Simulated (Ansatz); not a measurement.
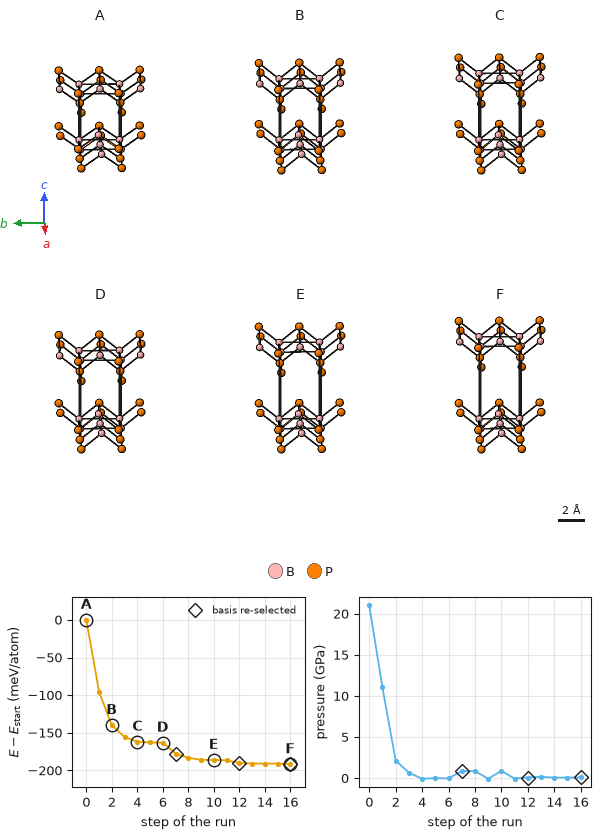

Frames of a relaxation of crystalline BP (a generated structure, set up in P4/nmm) (coarse preliminary run), marked on the history of the run. Style: ball-and-stick. Shown: the cell of the calculation, from a free direction.

Level of theory: DFT PBE, scalar-relativistic, plane waves, PAW (Ansatz 0.2.0).

The input:
```yaml
crystal:
  lattice:
    - [3.17957774, 0.0, 0.0]
    - [0.0, 3.17957774, 0.0]
    - [0.0, 0.0, 4.49660197]
  atoms:
    - { symbol: B, position: [0.0, 0.0, 0.0] }
    - { symbol: B, position: [0.5, 0.5, 0.0] }
    - { symbol: P, position: [0.5, 0.0, 0.75] }
    - { symbol: P, position: [0.0, 0.5, 0.25] }
basis:
  ecutwfc: 420
kpoints:
  mp_grid: { grid: [6, 6, 4] }
hamiltonian:
  xc: pbe
scf:
  occupations: { method: gaussian, width: 0.1 }
  lower_state_search: "off"
output:
  forces: true
  stress: true
  eigenvalues: true
relax:
  adjacent_minimum: "off"
  f_tol: 0.04
  max_steps: 70
  cell: { stress_tol: 0.4 }
```

Launched with:
```bash
ansatz run input.yaml --threads 1 --pin off --max-ram 2048MiB --backend cpu --events-out ev --progress --plain --runs-dir out
```

Q: What happens along the run?

A: After 13 accepted moves (16 points after the start) the energy has fallen by 192 meV per atom. The largest force component goes from 2.9 to 0.023 eV/Å. The pressure goes from 21.02 to 0.10 GPa. The SCF was repeated 3 times at an unchanged geometry on a basis and grid sized afresh for the cell, which shifted the energy by 14.3 meV per atom at most. The largest moves relative to the cell, 0.37 Å, are those of P3 and P4. P3 goes along +c. B stays in place. The volume changes by +46.8 %, with a = b 3.180 → 3.172 Å (−0.2 %), c 4.497 → 6.632 Å (+47.5 %). Near-neighbour distances that change, for instance: B1–P3 1.947 → 2.043 Å. Among the angles between lasting bonds that change: B1–P4–B1 109.5° → 101.8°, P3–B1–P3 109.5° → 101.8°, B1–P4–B2 70.5° → 66.6°. The space group stays P4/nmm (No. 129). From step 0 to 2: P atoms move most (0.05 Å), volume +9.1 %, energy −140 meV per atom. From step 2 to 4: P atoms move most (0.12 Å), volume +9.9 %, energy −22.0 meV per atom. From step 4 to 6: P atoms move most (0.03 Å), volume +2.0 %, energy −1.3 meV per atom. From step 6 to 10: P atoms move most (0.16 Å), volume +11.7 %, energy −22.9 meV per atom. From step 10 to 16: P atoms move most (0.08 Å), volume +7.4 %, energy −5.8 meV per atom.

| step | E − E(0), meV/atom | largest force component, eV/Å | pressure, GPa | volume, Å³/atom | note |
| --- | --- | --- | --- | --- | --- |
| 0 | 0.00 | 2.9046 | 21.02 | 11.365 |  |
| 1 | -95.45 | 1.5815 | 11.05 | 11.964 |  |
| 2 | -139.87 | 0.4071 | 2.14 | 12.400 |  |
| 3 | -155.46 | 0.0254 | 0.67 | 13.142 |  |
| 4 | -161.87 | 0.0216 | -0.08 | 13.625 |  |
| 5 | -162.76 | 0.0001 | 0.00 | 14.028 |  |
| 6 | -163.15 | 0.0025 | -0.03 | 13.903 |  |
| 7 | -177.46 | 0.0049 | 0.87 | 13.903 | same geometry, new basis |
| 8 | -183.03 | 0.0604 | 0.86 | 14.422 |  |
| 9 | -185.95 | 0.0588 | -0.07 | 15.025 |  |
| 10 | -186.04 | 0.2355 | 0.88 | 15.533 |  |
| 11 | -186.49 | 0.0018 | -0.04 | 15.646 |  |
| 12 | -190.06 | 0.0052 | 0.07 | 15.646 | same geometry, new basis |
| 13 | -190.76 | 0.0236 | 0.17 | 16.051 |  |
| 14 | -190.91 | 0.0077 | 0.07 | 16.339 |  |
| 15 | -190.78 | 0.0243 | 0.08 | 16.680 |  |
| 16 | -191.87 | 0.0228 | 0.10 | 16.680 | same geometry, new basis |
